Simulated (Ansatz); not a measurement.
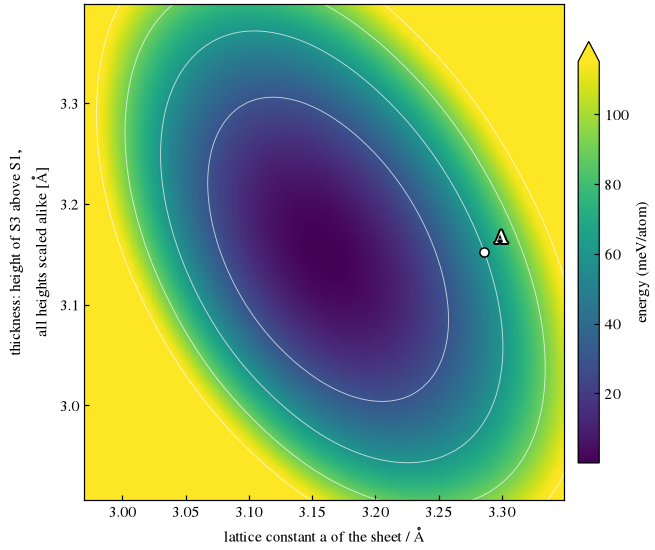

A two-dimensional sheet of WS₂ (3 atoms in the cell). The lattice constant and the thickness of a sheet are varied, nothing relaxed. Coordinates scanned: (1) lattice constant a of the sheet (both vectors scaled alike); (2) thickness: height of S3 above S1, all heights scaled alike. The grid has 7 × 7 points. Points are written as (first, second). Energies are in meV/atom, from the lowest grid point. The calculation used DFT PBE+D3(BJ), scalar-relativistic, plane waves, PAW in Ansatz 0.2.0. Settings: cutoff 420 eV, k-mesh 12×12×1, gaussian smearing 0.02 eV, no spin polarisation.

Drawn: a smooth colour map with a few white contour lines, one colour for all values above the top of the scale, the point A. Between grid points the surface is interpolated.

Which way does the force act at A, and how strong is it?

A, at (3.286 Å, 3.152 Å), is not a stationary point. The computed force is 900 meV/atom for each Å towards smaller values of the first coordinate and 260 meV/atom for each Å towards smaller values of the second coordinate.

PAW datasets: the set soft_1.
